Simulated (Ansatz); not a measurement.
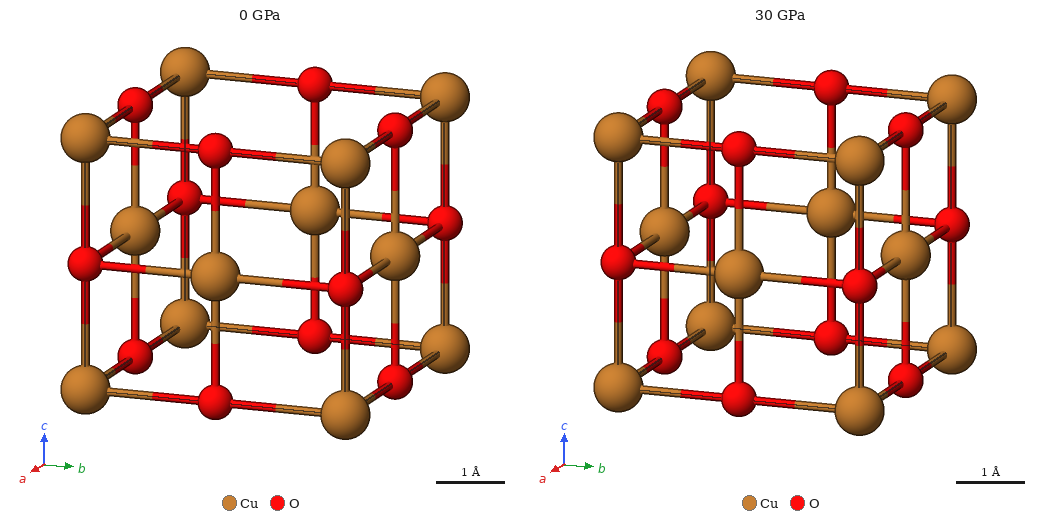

CuO, space group P4/mmm (No. 123), relaxed (cell and atoms) under a series of hydrostatic pressures; the conventional cell is drawn at the lowest and the highest, to one scale (sticks follow a distance rule). The start was a structure listed in the Materials Project. Other forms of this composition are known.

Alike in all runs: Ansatz 0.2.0; functional PBEsol; potentials Ansatz PAW; cutoff 420 eV; k mesh 7 × 7 × 7 on the run's cell of 6 atoms; occupations fermi-dirac, width 0.05 eV; no spin polarisation; no spin-orbit coupling.

| pressure (GPa) | volume (Å³/atom) | a (Å) | c (Å) |
| --- | --- | --- | --- |
| 0.0 | 10.814 | 4.111 | 3.840 |
| 2.0 | 10.639 | 4.075 | 3.844 |
| 5.0 | 10.415 | 4.031 | 3.846 |
| 10.0 | ? | ? | ? |
| 20.0 | 9.624 | 3.881 | 3.834 |
| 30.0 | 9.254 | 3.813 | 3.818 |

What equation of state do the given rows imply, and what volume does it predict for the missing row?

Answer. The fit gives V0 = 10.81 Å³/atom, B0 = 121 GPa and B0′ = 6.1, which puts the volume at 10.0 GPa at 10.10 Å³/atom. The run gave volume 10.104 Å³/atom; a 3.971 Å; c 3.845 Å.

Which axis yields most up to 30 GPa?

Answer. The a axis: a −7.2 %, c −0.6 %, against −14.4 % in volume.

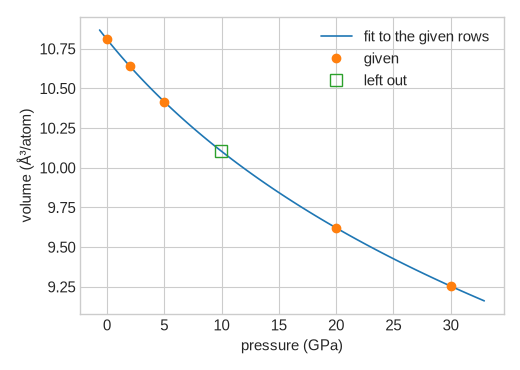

Volume against pressure, with the fit. The structure was kept in its own symmetry, so a change to another phase within this range wouldn't be seen.

Caveat: the plane-wave basis is chosen anew once the cell has moved, so the energies of steps on either side of that aren't comparable; the pressure holds a Pulay correction of +0.7 GPa for the finite cutoff; an odd number of electrons without spin polarisation forces a metal, and a magnetic or distorted state may lie lower; the run has no spin polarisation, though such a crystal can be magnetic.
